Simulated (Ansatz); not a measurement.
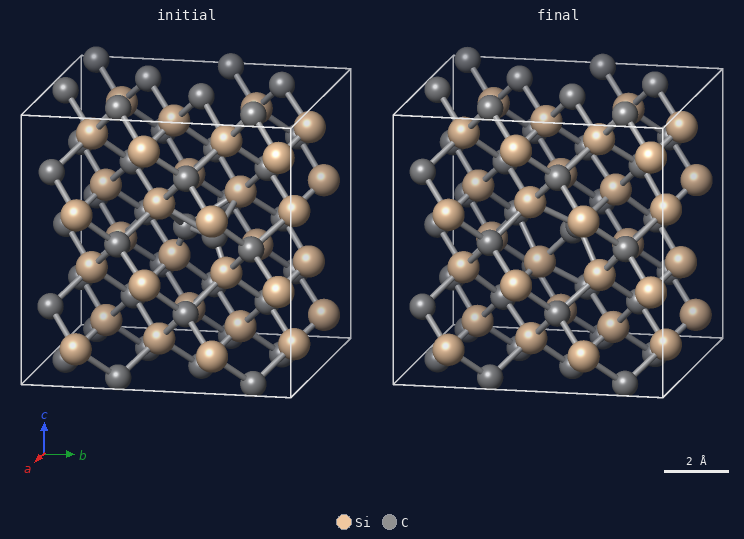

The structure of a defect cell of composition Si32C33 before (left) and after (right) a relaxation, at one scale.

The picture is a ball-and-stick view of the cell of the calculation (origin shifted), seen slightly off an axis.

Method: DFT, PBEsol, PAW, plane waves (Ansatz). (plane-wave cutoff 420 eV; k-point mesh 1 × 1 × 1; mesh shifted by (0.25, 0.25, 0.25); no spin polarisation; atoms relaxed in a fixed cell; force threshold 0.03 eV/Å; at most 80 steps)

Summarise the run.

A C atom moves most: 0.52 Å along [−2 3 −1]. Largest moves by element: C 0.52 Å, Si 0.45 Å. The cell stays as it was. Some distances before and after: C–Si 1.267 → 1.855 Å, C–Si 2.110 → 2.649 Å, Si–Si 3.057 → 3.589 Å, Si–Si 3.093 → 3.587 Å. Bond angles that change, for instance: Si–C–C 67.6° → 109.7°, C–Si–C 120.4° → 89.0°, Si–C–Si 133.9° → 157.6°. The energy falls by 19.385 eV per cell of the calculation in 13 geometry steps. The largest force component goes from 39 to 0.018 eV/Å.
